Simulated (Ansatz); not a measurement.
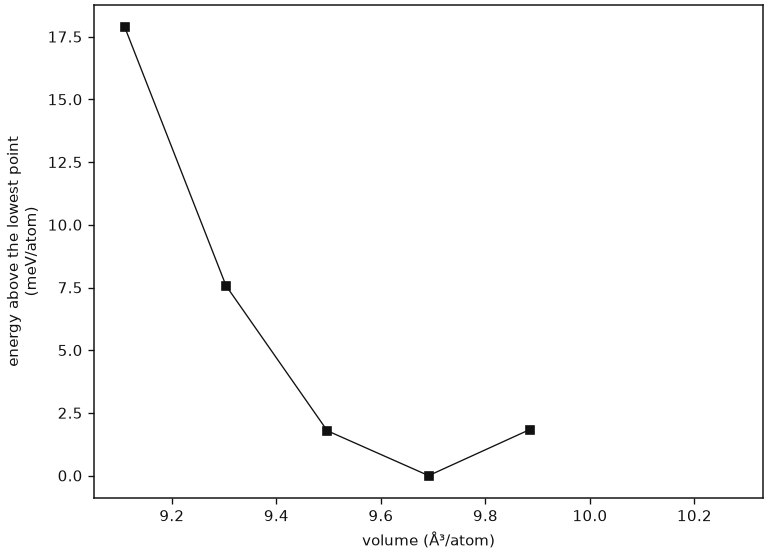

Plotted: energy above the lowest point against volume for Ga₂O₅, space group Pn-3m (No. 224) (one of a set of cubic test structures, which need not be the stable phase).

Computed with Ansatz 0.2.0 development build: equation of state of a cubic crystal from periodic Kohn-Sham density functional theory without spin, third-order Birch-Murnaghan fit to the free energies; pressure corrected for the finite basis. Level: PBE.

```tsv
setting	value
structure type	cubic X2O5
atoms in cell	14
space group number	224
lattice centring	simple cubic
k mesh	11×11×11
occupation method	Fermi–Dirac
occupation width	0.06123 eV
wave cutoff	420 eV
datasets	soft-1 PAW
density tolerance	1.4e-07 eV
bands	70
density cutoff ratio	4
search for lower states	default
```

The points at volume 10.08 Å³/atom and 10.27 Å³/atom are left out of the plot. What values does the calculation give there?

```
volume (Å³/atom)  energy above the lowest point (meV/atom)
           10.08                                       6.9
           10.27                                      14.7
```

Caveats: cubic model structure, not the ambient form; modest k-mesh, values are not fully converged in k; no spin polarisation, a magnetic state may lie lower.
